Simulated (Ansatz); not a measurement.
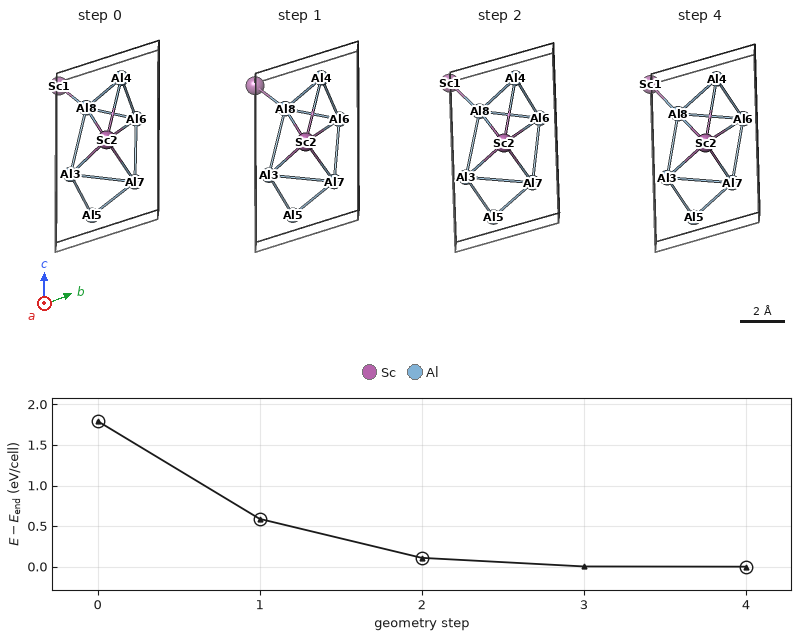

Frames of a relaxation of crystalline ScAl3 (set up in P1) (coarse preliminary run), marked on the history of the run. Style: ball-and-stick. Shown: the cell of the calculation, from a free direction.

Level of theory: DFT PBE, scalar-relativistic, plane waves, PAW (Ansatz).

The input:
```yaml
crystal:
  lattice:
    - [-4.0638797895, -0.037185659, -0.0171459619]
    - [-2.0317414545, -1.8554303307, 4.443054243]
    - [-1.9573701366, 5.9333758991, 4.6444560564]
  atoms:
    - { symbol: Sc, position: [1.0541735808, 0.0308784174, -0.0267553292] }
    - { symbol: Sc, position: [0.9872507569, 0.48809345, 0.5124943127] }
    - { symbol: Al, position: [0.7131931334, 0.1385343237, 0.391793613] }
    - { symbol: Al, position: [0.7914230779, 0.6333926842, 0.86049487] }
    - { symbol: Al, position: [0.2059674996, 0.3569718837, 0.1366388534] }
    - { symbol: Al, position: [0.277961575, 0.7860524304, 0.6192628318] }
    - { symbol: Al, position: [0.4829565833, 0.7721309766, 0.2380139139] }
    - { symbol: Al, position: [0.4870737931, 0.2939458341, 0.7680569344] }
basis:
  ecutwfc: 420
kpoints:
  mp_grid: { grid: [6, 6, 6] }
hamiltonian:
  xc: pbe
scf:
  occupations: { method: gaussian, width: 0.2 }
  lower_state_search: "off"
output:
  forces: true
  stress: true
  eigenvalues: true
relax:
  adjacent_minimum: "off"
  f_tol: 0.025
  max_steps: 60
  cell: { stress_tol: 0.25 }
```

Command:
```bash
ansatz run input.yaml --threads 1 --pin off --max-ram 2560MiB --backend cpu --events-out ev --progress --plain --runs-dir out
```

> What happens along the run?

The run was cut off at its time limit before the program reported convergence, but its last step already meets the force threshold: the largest component is 0.0056 eV/Å against 0.025 eV/Å. The pressure is within 0.07 GPa of its target. Al6 moves most relative to the cell: 0.45 Å along [−1 3 0]. By element the largest moves are Al 0.45 Å, Sc 0.32 Å. The drawn cell changes as follows: a 4.064 → 4.039 Å (−0.6 %), b 5.226 → 5.242 Å (+0.3 %), c 7.785 → 7.731 Å (−0.7 %), α 70.5° → 73.7°, β 76.0° → 74.9°, γ 67.1° → 67.4°; the volume changes by +0.3 %. Among the contacts that change: Al6–Al8 3.660 → 2.989 Å, Al6–Al8 (another image) 2.338 → 2.978 Å, Al6–Al8 (another image) 3.514 → 2.989 Å, Al4–Al5 3.239 → 2.847 Å. The space group (tolerance 0.01 Å) goes from P1 (No. 1) to Immm (No. 71). After 4 geometry steps the energy has fallen by 1.794 eV per cell of the calculation. Largest force component: 2.9 eV/Å at the start, 0.0056 eV/Å at the end. Pressure: 5.38 GPa at the start and −0.07 GPa at the end. From step 0 to 1: Sc1 moves most (0.20 Å), volume +0.7 %, energy −1.205 eV per cell of the calculation. From step 1 to 2: Al6 moves most (0.20 Å), volume −1.1 %, energy −0.480 eV per cell of the calculation. From step 2 to 4: Al8 moves most (0.13 Å), volume +0.7 %, energy −0.109 eV per cell of the calculation.

| step | E − E(0), meV/atom | largest force component, eV/Å | pressure, GPa | volume, Å³/atom |
| --- | --- | --- | --- | --- |
| 0 | 0.00 | 2.9080 | 5.38 | 17.799 |
| 1 | -150.62 | 1.4751 | 1.52 | 17.924 |
| 2 | -210.68 | 0.5394 | 0.79 | 17.733 |
| 3 | -223.93 | 0.0771 | 0.13 | 17.806 |
| 4 | -224.27 | 0.0056 | -0.07 | 17.848 |
